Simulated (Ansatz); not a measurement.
Ti3B5

Input file:

```
crystal:
  lattice:
    - [3.1833111085, 0.0, 0.0]
    - [0.0, 3.3571569804, 0.0]
    - [0.0, 0.0, 7.261308191]
  atoms:
    - { symbol: Ti, position: [0.0, 0.5, 0.2890347104] }
    - { symbol: Ti, position: [0.0, 0.5, 0.7109652896] }
    - { symbol: Ti, position: [0.5, 0.5, 0.0] }
    - { symbol: B, position: [0.0, 0.0, 0.0] }
    - { symbol: B, position: [0.0, 0.0, 0.5] }
    - { symbol: B, position: [0.5, 0.5, 0.5] }
    - { symbol: B, position: [0.5, 0.0, 0.2110343141] }
    - { symbol: B, position: [0.5, 0.0, 0.7889656859] }
basis:
  ecutwfc: 500
kpoints:
  mp_grid: { grid: [12, 10, 6] }
hamiltonian:
  xc: r2scan
scf:
  occupations: { method: gaussian, width: 0.1 }
output:
  forces: true
  stress: true
  eigenvalues: true
  write_density: true
  write_potential: true
  elf: true
  volumetric_format: npy
relax:
  adjacent_minimum: "off"
  f_tol: 0.01
  max_steps: 60
  cell: { stress_tol: 0.1 }
```

Command:

```sh
ansatz run input.yaml --threads 2 --pin off --max-ram 5120MiB --backend cpu --events-out ev --progress --plain --runs-dir out
```

Below, planes, directions and counts refer to the conventional cell (a = 3.18 Å, b = 3.35 Å, c = 7.27 Å, α = 90.00°, β = 90.00°, γ = 90.00°).

The fields are those of the run's last geometry, not of the input's.

Space group Pmmm; computed without spin polarisation.

The calculation used DFT r2SCAN, scalar-relativistic, plane waves, PAW in Ansatz.

The density is the valence pseudo-density of a PAW calculation; it isn't the true density close to the nuclei.

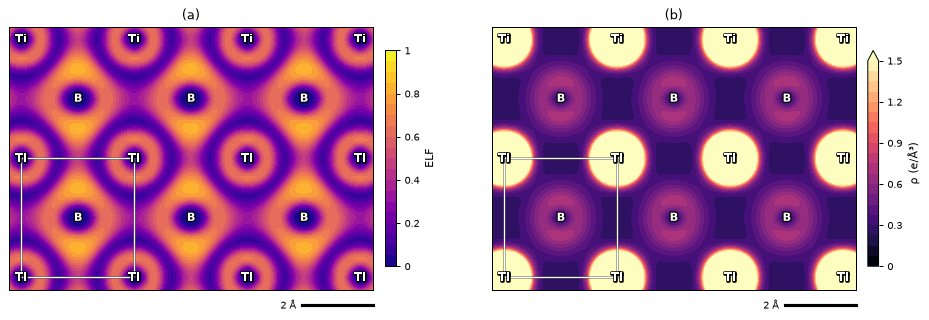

Figure 1. (a) electron localisation function; (b) valence charge density (pseudo) on the (001) plane of the conventional cell.

Question: Describe what can be read from this map.

Answer: The section cuts through Ti and B sites. Between the atoms the lowest density in this plane is 0.23 e/Å³. The features right at Ti lie inside the PAW spheres, where the map follows smoothed inner orbitals and isn't to be read closely.

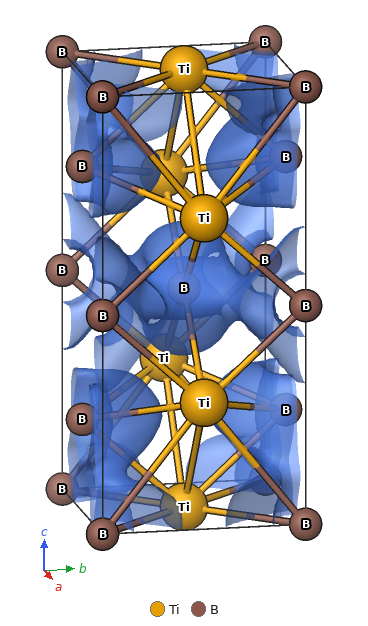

Figure 2. Isosurface of the ELF at 0.6 (blue), seen slightly off an axis. Core shells and regions of very low density are left out. Sticks mark near contacts.

Question: Where are the electrons localised?

Answer: The surface consists of channels that run through the cell in one direction and sheets that run through the cell in two directions, counted in one cell of 8 atoms. Any copies at cell faces, edges or corners count once. Profiles from the grid: Ti–B (2.21 Å): the ELF peaks at about 0.75 in the valence shell of B, 0.7 Å from its nucleus, and is about 0.30 at the midpoint. Ti–Ti (2.64 Å): the ELF is about 0.15 at the midpoint: no localised pair shows between them.

Question: Metal or insulator at this level of theory?

Answer: It is metallic or semimetallic at this level of theory: no gap opens.
